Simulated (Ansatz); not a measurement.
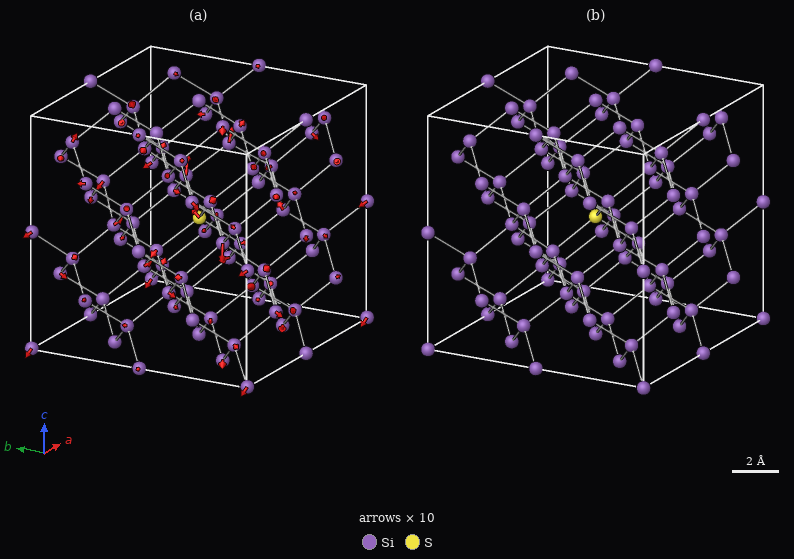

The structure of a defect cell of composition Si₆₃S (cell charge +2) before (left) and after (right) a relaxation, at one scale. The red arrows give the displacements, 10 times their true length.

Style: ball-and-stick. Shown: the cell of the calculation, from a free direction.

Method: Ansatz, DFT, PBEsol, PAW, plane waves. Set-up: plane-wave cutoff 420 eV; k-point mesh 1 × 1 × 1; mesh shifted by (0.25, 0.25, 0.25); no spin polarisation; atoms relaxed in a fixed cell; force threshold 0.03 eV/Å; at most 80 steps.

> What changed between the two?

The energy falls by 0.747 eV per cell of the calculation in 3 geometry steps. Largest force component: 1.1 eV/Å at the start, 0.021 eV/Å at the end. The largest move is that of a Si atom, 0.11 Å roughly along [2 1 3]. Largest moves by element: Si 0.11 Å, S 0.07 Å. The cell doesn't change. Near-neighbour distances that change, for instance: Si–Si 2.289 → 2.376 Å, Si–Si 2.280 → 2.357 Å, S–Si 2.349 → 2.419 Å, Si–Si 2.410 → 2.345 Å. Bond angles that change, for instance: Si–Si–Si 106.7° → 111.5°, Si–Si–Si 110.5° → 106.2°, Si–Si–S 111.3° → 107.2°. The run took 33 s on 7 threads of Arm Neoverse-V2, peak memory 1.8 GiB.

Limits of the set-up: the cell is charged, on a uniform background, and energies carry no finite-size correction.
